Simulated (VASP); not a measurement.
# Geometry relaxation, with input and output: FeSi (part 1 of 4)

- system: FeSi (8 atoms in the cell)
- method: Kohn-Sham DFT of a periodic cell, LDA, VASP PAW LDA potentials, recommended, no spin polarisation (VASP 6.6.1)

The structure derives from an entry of the Crystallography Open Database.

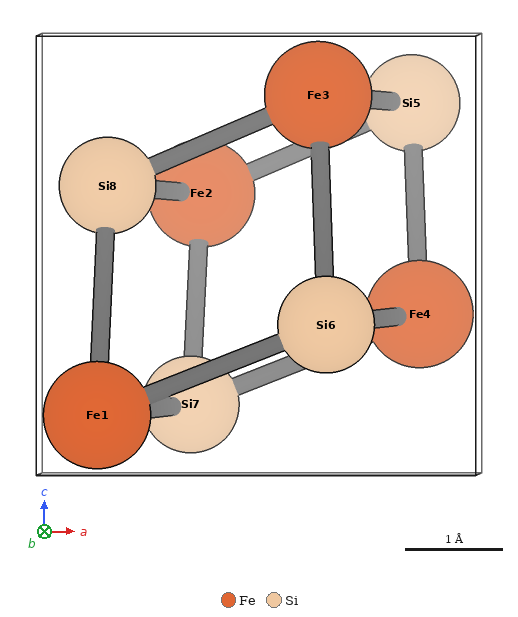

Fig. 1: The input geometry (ball-and-stick view of the cell of the calculation, seen at an oblique angle; atoms are numbered from 1 in the order of the input). An atom can appear more than once, as a periodic image. Near neighbours in the periodic cell (some may lie outside the picture): Fe has 7 Si at 2.32 to 2.55 Å; Si has 7 Fe at 2.32 to 2.55 Å.

### Key numbers

| quantity | value |
| --- | --- |
| outcome | converged |
| space group (tolerance 0.01 Å) | P2₁3 (198) |
| electrons treated | 48 |
| free energy | −66.5587 eV |
| gap on the k-point mesh | 0.13 eV |
| pressure | −0.03 GPa |
| final volume | 83.64 Å³ |
| largest force (length of the vector) at the end | 0.008 eV/Å |
| final cell | a = 4.373 Å, b = 4.373 Å, c = 4.373 Å, α = 90.00°, β = 90.00°, γ = 90.00° |
| hardware | 2 threads of Intel Xeon (Sapphire Rapids), 64 GiB of memory available, shared host |
| wall time | 5.2 min (CPU time 9.5 min) |
| peak memory | 0.25 GiB |

### Remarks

The run has no spin polarisation, so a magnetic state may lie lower. The volume changed by more than 5 % on the plane waves of the start, so the result carries a basis error; a second relaxation from the end is advised.

### INCAR
```
  PREC = Accurate
  ENCUT = 600
  EDIFF = 1E-6
  ISMEAR = 0
  SIGMA = 0.03
  LREAL = False
  LASPH = True
  NELM = 80
  ALGO = Normal
  ISIF = 3
  LWAVE = False
  LCHARG = False
  GGA = CA
  IBRION = 2
  NSW = 90
  EDIFFG = -0.01
  KPAR = 2
```

### KPOINTS
```
Automatic mesh
0
Gamma
  8 8 8
```

### POSCAR
```
FeSi
1.0
    4.5507000000      0.0000000000      0.0000000000
    0.0000000000      4.5507000000      0.0000000000
    0.0000000000      0.0000000000      4.5507000000
Fe Si
4 4
Direct
    0.1365200000      0.1365200000      0.1365200000
    0.3634800000      0.8634800000      0.6365200000
    0.6365200000      0.3634800000      0.8634800000
    0.8634800000      0.6365200000      0.3634800000
    0.8424000000      0.8424000000      0.8424000000
    0.6576000000      0.1576000000      0.3424000000
    0.3424000000      0.6576000000      0.1576000000
    0.1576000000      0.3424000000      0.6576000000
```

Command:
```bash
cat potpaw_LDA.64/Fe/POTCAR potpaw_LDA.64/Si/POTCAR > POTCAR
mpirun -np 2 vasp_std > vasp.out
```

### OSZICAR
```
N       E                     dE             d eps       ncg     rms          rms(c)
DAV:   1     0.370051733372E+03    0.37005E+03   -0.21721E+04  2610   0.206E+03
DAV:   2    -0.307360115185E+02   -0.40079E+03   -0.39067E+03  2610   0.441E+02
DAV:   3    -0.713766493030E+02   -0.40641E+02   -0.37110E+02  4039   0.154E+02
DAV:   4    -0.733703945517E+02   -0.19937E+01   -0.18763E+01  4096   0.395E+01
DAV:   5    -0.734141213374E+02   -0.43727E-01   -0.43250E-01  4132   0.540E+00    0.297E+01
DAV:   6    -0.811409569361E+02   -0.77268E+01   -0.25654E+02  3915   0.183E+02    0.355E+01
DAV:   7    -0.658152457299E+02    0.15326E+02   -0.10050E+02  3945   0.129E+02    0.890E+00
DAV:   8    -0.657699415356E+02    0.45304E-01   -0.43411E+00  3317   0.156E+01    0.323E+00
DAV:   9    -0.656689706916E+02    0.10097E+00   -0.48471E-01  4084   0.729E+00    0.139E+00
DAV:  10    -0.656567208476E+02    0.12250E-01   -0.16950E-02  3776   0.109E+00    0.480E-01
DAV:  11    -0.656551697595E+02    0.15511E-02   -0.71832E-03  4120   0.904E-01    0.200E-01
DAV:  12    -0.656550285602E+02    0.14120E-03   -0.38301E-04  4093   0.152E-01    0.522E-02
DAV:  13    -0.656550242971E+02    0.42631E-05   -0.55026E-05  3746   0.443E-02    0.188E-02
DAV:  14    -0.656550230338E+02    0.12633E-05   -0.50620E-06  2583   0.166E-02    0.546E-03
DAV:  15    -0.656550229558E+02    0.78022E-07   -0.93721E-07  1815   0.115E-02
   1 F= -.65655023E+02 E0= -.65654882E+02  d E =-.656550E+02
       N       E                     dE             d eps       ncg     rms          rms(c)
DAV:   1    -0.899760054360E+02   -0.24321E+02   -0.60174E+02  2638   0.336E+02    0.646E+01
DAV:   2    -0.781566220264E+02    0.11819E+02   -0.35318E+02  3595   0.256E+02    0.298E+01
DAV:   3    -0.669033524022E+02    0.11253E+02   -0.12514E+02  3880   0.160E+02    0.143E+01
DAV:   4    -0.651826983369E+02    0.17207E+01   -0.82264E+00  3996   0.329E+01    0.761E+00
DAV:   5    -0.648811488303E+02    0.30155E+00   -0.50760E-01  4154   0.787E+00    0.465E+00
DAV:   6    -0.646990700950E+02    0.18208E+00   -0.28677E-01  4010   0.575E+00    0.139E+00
DAV:   7    -0.646989619359E+02    0.10816E-03   -0.10461E-02  3604   0.105E+00    0.726E-01
DAV:   8    -0.646978951829E+02    0.10668E-02   -0.60481E-03  4100   0.831E-01    0.249E-01
DAV:   9    -0.646979006710E+02   -0.54880E-05   -0.35954E-04  4102   0.235E-01    0.153E-01
DAV:  10    -0.646978747247E+02    0.25946E-04   -0.79061E-05  4065   0.102E-01    0.490E-02
DAV:  11    -0.646978736563E+02    0.10684E-05   -0.88230E-06  3654   0.245E-02    0.758E-03
DAV:  12    -0.646978736138E+02    0.42559E-07   -0.27258E-07  1655   0.629E-03
   2 F= -.64697874E+02 E0= -.64697873E+02  d E =0.957149E+00
       N       E                     dE             d eps       ncg     rms          rms(c)
DAV:   1    -0.772871321914E+02   -0.12589E+02   -0.22583E+02  2694   0.223E+02    0.310E+01
DAV:   2    -0.859614279120E+02   -0.86743E+01   -0.31998E+02  3911   0.237E+02    0.362E+01
DAV:   3    -0.667722484449E+02    0.19189E+02   -0.11904E+02  3910   0.124E+02    0.880E+00
DAV:   4    -0.667476648334E+02    0.24584E-01   -0.23718E+00  3898   0.143E+01    0.730E+00
DAV:   5    -0.665851124928E+02    0.16255E+00   -0.34282E-01  4100   0.701E+00    0.229E+00
DAV:   6    -0.665545538402E+02    0.30559E-01   -0.69491E-02  4006   0.334E+00    0.927E-01
DAV:   7    -0.665532589594E+02    0.12949E-02   -0.32140E-03  3742   0.490E-01    0.424E-01
DAV:   8    -0.665522616031E+02    0.99736E-03   -0.63611E-03  4075   0.930E-01    0.280E-02
DAV:   9    -0.665522659246E+02   -0.43215E-05   -0.18147E-04  3547   0.134E-01    0.226E-02
DAV:  10    -0.665522659302E+02   -0.55625E-08   -0.41474E-06  2473   0.243E-02
   3 F= -.66552266E+02 E0= -.66552252E+02  d E =-.897243E+00
       N       E                     dE             d eps       ncg     rms          rms(c)
DAV:   1    -0.665585496244E+02   -0.62837E-02   -0.10994E-01  2674   0.476E+00    0.672E-01
DAV:   2    -0.665600189003E+02   -0.14693E-02   -0.11635E-01  3920   0.452E+00    0.625E-01
DAV:   3    -0.665537971112E+02    0.62218E-02   -0.45066E-02  3915   0.274E+00    0.139E-01
DAV:   4    -0.665536192794E+02    0.17783E-03   -0.11219E-03  3852   0.335E-01    0.288E-02
DAV:   5    -0.665536149540E+02    0.43254E-05   -0.24764E-05  4092   0.455E-02    0.180E-02
DAV:   6    -0.665536132917E+02    0.16623E-05   -0.38142E-06  2428   0.140E-02    0.442E-03
DAV:   7    -0.665536133795E+02   -0.87757E-07   -0.95840E-07  1480   0.883E-03
   4 F= -.66553613E+02 E0= -.66553601E+02  d E =-.898590E+00
       N       E                     dE             d eps       ncg     rms          rms(c)
DAV:   1    -0.665559462647E+02   -0.23330E-02   -0.53117E-02  2656   0.331E+00    0.467E-01
DAV:   2    -0.665566537486E+02   -0.70748E-03   -0.56277E-02  3905   0.315E+00    0.435E-01
DAV:   3    -0.665536473066E+02    0.30064E-02   -0.21716E-02  3905   0.191E+00    0.952E-02
DAV:   4    -0.665535637102E+02    0.83596E-04   -0.53072E-04  3823   0.229E-01    0.200E-02
DAV:   5    -0.665535614819E+02    0.22283E-05   -0.12487E-05  3887   0.327E-02    0.126E-02
DAV:   6    -0.665535606763E+02    0.80566E-06   -0.16203E-06  1683   0.977E-03
   5 F= -.66553561E+02 E0= -.66553549E+02  d E =-.898538E+00
       N       E                     dE             d eps       ncg     rms          rms(c)
DAV:   1    -0.665568004586E+02   -0.32390E-02   -0.82147E-01  2610   0.519E+00    0.168E-01
DAV:   2    -0.665582465401E+02   -0.14461E-02   -0.16534E-02  4017   0.118E+00    0.126E-01
DAV:   3    -0.665581114902E+02    0.13505E-03   -0.64237E-04  4070   0.274E-01    0.657E-02
DAV:   4    -0.665581106726E+02    0.81754E-06   -0.77548E-04  4040   0.354E-01    0.737E-02
DAV:   5    -0.665580524497E+02    0.58223E-04   -0.35667E-04  4050   0.245E-01    0.119E-02
DAV:   6    -0.665580517824E+02    0.66734E-06   -0.60379E-06  2983   0.255E-02
   6 F= -.66558052E+02 E0= -.66558040E+02  d E =-.449111E-02
       N       E                     dE             d eps       ncg     rms          rms(c)
DAV:   1    -0.665582217493E+02   -0.16930E-03   -0.80769E-02  2610   0.164E+00    0.532E-02
DAV:   2    -0.665583716704E+02   -0.14992E-03   -0.17042E-03  3990   0.361E-01    0.390E-02
DAV:   3    -0.665583575318E+02    0.14139E-04   -0.41583E-05  4024   0.613E-02    0.193E-02
DAV:   4    -0.665583578645E+02   -0.33274E-06   -0.53984E-05  4098   0.909E-02    0.217E-02
DAV:   5    -0.665583527104E+02    0.51541E-05   -0.36114E-05  3937   0.781E-02    0.390E-03
DAV:   6    -0.665583526140E+02    0.96429E-07   -0.50710E-07  1465   0.885E-03
   7 F= -.66558353E+02 E0= -.66558341E+02  d E =-.479194E-02
       N       E                     dE             d eps       ncg     rms          rms(c)
DAV:   1    -0.665637299892E+02   -0.53773E-02   -0.16695E-01  2983   0.516E+00    0.699E-01
DAV:   2    -0.665650690760E+02   -0.13391E-02   -0.12239E-01  3910   0.470E+00    0.641E-01
DAV:   3    -0.665585007386E+02    0.65683E-02   -0.48365E-02  3920   0.283E+00    0.148E-01
DAV:   4    -0.665582888309E+02    0.21191E-03   -0.12722E-03  4014   0.371E-01    0.295E-02
DAV:   5    -0.665582859280E+02    0.29028E-05   -0.21469E-05  3952   0.426E-02    0.182E-02
DAV:   6    -0.665582842776E+02    0.16504E-05   -0.48240E-06  2629   0.157E-02    0.383E-03
DAV:   7    -0.665582844047E+02   -0.12703E-06   -0.84032E-07  1550   0.868E-03
   8 F= -.66558284E+02 E0= -.66558270E+02  d E =0.682093E-04
       N       E                     dE             d eps       ncg     rms          rms(c)
DAV:   1    -0.665601496490E+02   -0.18654E-02   -0.46848E-02  3020   0.272E+00    0.372E-01
DAV:   2    -0.665605025897E+02   -0.35294E-03   -0.34330E-02  3910   0.248E+00    0.339E-01
DAV:   3    -0.665586756889E+02    0.18269E-02   -0.13522E-02  3920   0.150E+00    0.791E-02
DAV:   4    -0.665586138220E+02    0.61867E-04   -0.37193E-04  3994   0.204E-01    0.160E-02
DAV:   5    -0.665586131583E+02    0.66370E-06   -0.51773E-06  2704   0.230E-02
   9 F= -.66558613E+02 E0= -.66558601E+02  d E =-.260544E-03
       N       E                     dE             d eps       ncg     rms          rms(c)
DAV:   1    -0.665587503050E+02   -0.13648E-03   -0.14824E-02  2938   0.856E-01    0.763E-02
DAV:   2    -0.665587834939E+02   -0.33189E-04   -0.15335E-03  4005   0.481E-01    0.655E-02
DAV:   3    -0.665587191324E+02    0.64361E-04   -0.50732E-04  3980   0.292E-01    0.210E-02
DAV:   4    -0.665587142228E+02    0.49096E-05   -0.25055E-05  4027   0.598E-02    0.534E-03
DAV:   5    -0.665587141015E+02    0.12133E-06   -0.56474E-07  1535   0.126E-02
  10 F= -.66558714E+02 E0= -.66558700E+02  d E =-.100943E-03
```

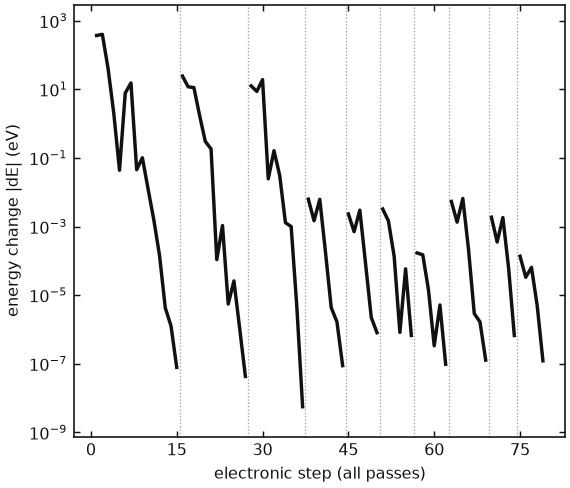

Fig. 2: Convergence of the self-consistent field: energy change |dE| against the electronic step. Each stretch between dotted lines is the SCF of one geometry step of a relaxation. The 10 ionic steps take 5 to 15 electronic steps each. The density is held fixed in the first few steps, and dE rises again when its update begins.

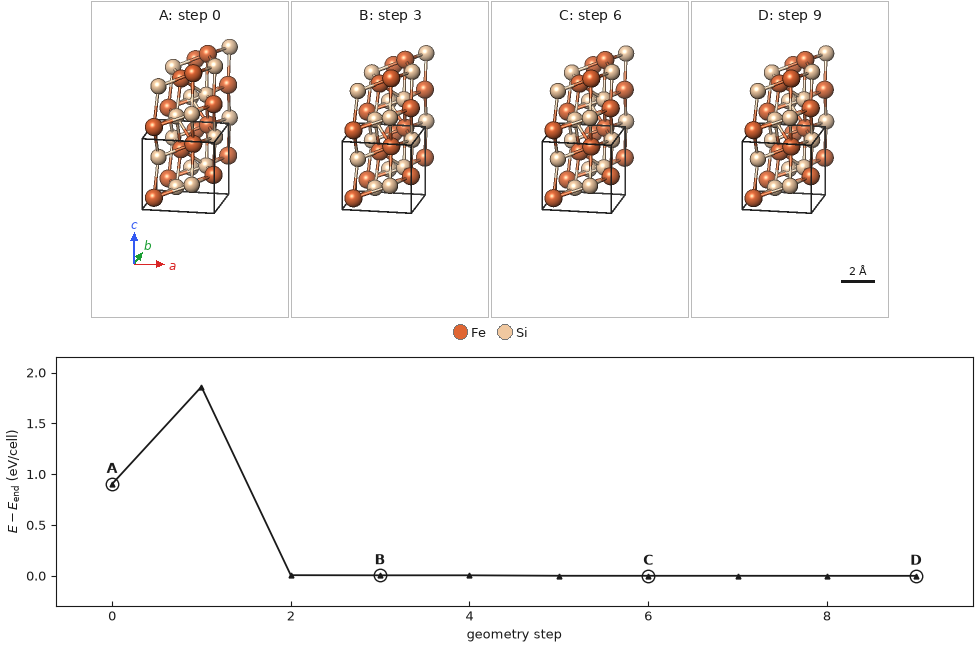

Fig. 3: Frames of the relaxation (ball-and-stick view of the cell of the calculation, repeated 1 × 2 × 2, seen slightly off an axis) above the curves, on which the letters mark them (steps are counted from 0).

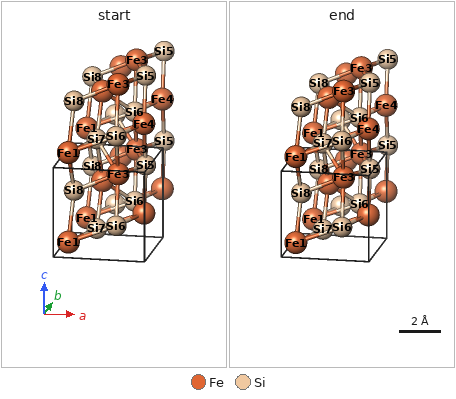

Fig. 4: Before (left) and after (right) the relaxation, at one scale (ball-and-stick view of the cell of the calculation, repeated 1 × 2 × 2, seen slightly off an axis). The largest moves relative to the cell, 0.012 Å, are those of Si5, Si6, Si7 and Si8. Largest moves by element: Si 0.012 Å, Fe 0.004 Å. Cell: a = b = c 4.551 → 4.373 Å (−3.9 %). Volume −11.2 %. Among the contacts that change: Fe1–Si6 2.374 → 2.274 Å, Fe1–Si5 2.318 → 2.244 Å. The space group stays P2_13 (No. 198). The energy falls by 0.904 eV per cell of the calculation in 9 geometry steps. Largest force component: 0.21 eV/Å at the start, 0.0044 eV/Å at the end. (Atoms are counted from 1 in the order of the input.)

### Parts of OUTCAR
```
PREC = Accurate
   ENCUT = 600
   EDIFF = 1E-6
   ISMEAR = 0
   LREAL = False
   LASPH = True
   NELM = 80
   ISIF = 3
   GGA = CA
   IBRION = 2
   NSW = 90
   EDIFFG = -0.01

 ion  position               nearest neighbor table
   1  0.137  0.137  0.137-   5 2.32   6 2.37   7 2.37   8 2.37   7 2.55   8 2.55   6 2.55   3 2.79
                             4 2.79   2 2.79   2 2.79   4 2.79   3 2.79
   2  0.363  0.863  0.637-   6 2.32   5 2.37   7 2.37   8 2.37   7 2.55   8 2.55   5 2.55   1 2.79
                             1 2.79   3 2.79   3 2.79   4 2.79   4 2.79
   3  0.637  0.363  0.863-   7 2.32   6 2.37   5 2.37   8 2.37   8 2.55   6 2.55   5 2.55   1 2.79
                             4 2.79   2 2.79   2 2.79   4 2.79   1 2.79
   4  0.863  0.637  0.363-   8 2.32   6 2.37   7 2.37   5 2.37   6 2.55   5 2.55   7 2.55   1 2.79
                             3 2.79   2 2.79   1 2.79   2 2.79   3 2.79
   5  0.842  0.842  0.842-   1 2.32   2 2.37   3 2.37   4 2.37   3 2.55   4 2.55   2 2.55   6 2.82
                             7 2.82   8 2.82   6 2.82   8 2.82   7 2.82
   6  0.658  0.158  0.342-   2 2.32   1 2.37   3 2.37   4 2.37   3 2.55   4 2.55   1 2.55   8 2.82
                             5 2.82   5 2.82   7 2.82   7 2.82   8 2.82
   7  0.342  0.658  0.158-   3 2.32   2 2.37   1 2.37   4 2.37   4 2.55   2 2.55   1 2.55   8 2.82
                             5 2.82   8 2.82   6 2.82   6 2.82   5 2.82
   8  0.158  0.342  0.658-   4 2.32   2 2.37   3 2.37   1 2.37   2 2.55   1 2.55   3 2.55   7 2.82
                             5 2.82   7 2.82   5 2.82   6 2.82   6 2.82

  LATTYP: Found a simple cubic cell.
 ALAT       =     4.5507000000

  Lattice vectors:

 A1 = (   4.5507000000,   0.0000000000,   0.0000000000)
 A2 = (   0.0000000000,   4.5507000000,   0.0000000000)
 A3 = (   0.0000000000,   0.0000000000,   4.5507000000)

Analysis of symmetry for initial positions (statically):
=====================================================================
 Subroutine PRICEL returns:
 Original cell was already a primitive cell.

 Routine SETGRP: Setting up the symmetry group for a
 simple cubic supercell.

 Subroutine GETGRP returns: Found 12 space group operations
 (whereof  3 operations were pure point group operations)
 out of a pool of 48 trial point group operations.

The static configuration has the point symmetry C_3 .
 The point group associated with its full space group is T   .

Analysis of symmetry for dynamics (positions and initial velocities):
=====================================================================
 Subroutine PRICEL returns:
 Original cell was already a primitive cell.

 Routine SETGRP: Setting up the symmetry group for a
 simple cubic supercell.

 Subroutine GETGRP returns: Found 12 space group operations
 (whereof  3 operations were pure point group operations)
 out of a pool of 48 trial point group operations.

The dynamic configuration has the point symmetry C_3 .
 The point group associated with its full space group is T   .

 Subroutine INISYM returns: Found 12 space group operations
 (whereof  3 operations are pure point group operations),
 and found     1 'primitive' translations

----------------------------------------------------------------------------------------

                                     Primitive cell

  volume of cell :      94.2399

  direct lattice vectors                    reciprocal lattice vectors
     4.550700000  0.000000000  0.000000000     0.219746413  0.000000000  0.000000000
     0.000000000  4.550700000  0.000000000     0.000000000  0.219746413  0.000000000
     0.000000000  0.000000000  4.550700000     0.000000000  0.000000000  0.219746413

  length of vectors
     4.550700000  4.550700000  4.550700000     0.219746413  0.219746413  0.219746413

  position of ions in fractional coordinates (direct lattice)
     0.136520000  0.136520000  0.136520000
     0.363480000  0.863480000  0.636520000
     0.636520000  0.363480000  0.863480000
     0.863480000  0.636520000  0.363480000
     0.842400000  0.842400000  0.842400000
     0.657600000  0.157600000  0.342400000
     0.342400000  0.657600000  0.157600000
     0.157600000  0.342400000  0.657600000

  ion indices of the primitive-cell ions
   primitive index   ion index
                 1           1
                 2           2
                 3           3
                 4           4
                 5           5
                 6           6
                 7           7
                 8           8

----------------------------------------------------------------------------------------

 KPOINTS: Automatic mesh

Automatic generation of k-mesh.
 Grid dimensions read from file:
 generate k-points for:    8    8    8

 Generating k-lattice:

  Cartesian coordinates                     Fractional coordinates (reciprocal lattice)
     0.027468302  0.000000000  0.000000000     0.125000000  0.000000000  0.000000000
     0.000000000  0.027468302  0.000000000     0.000000000  0.125000000  0.000000000
     0.000000000  0.000000000  0.027468302     0.000000000  0.000000000  0.125000000

  Length of vectors
     0.027468302  0.027468302  0.027468302

  Shift w.r.t. Gamma in fractional coordinates (k-lattice)
     0.000000000  0.000000000  0.000000000

 Subroutine IBZKPT returns following result:
 ===========================================

 Found     45 irreducible k-points:
```
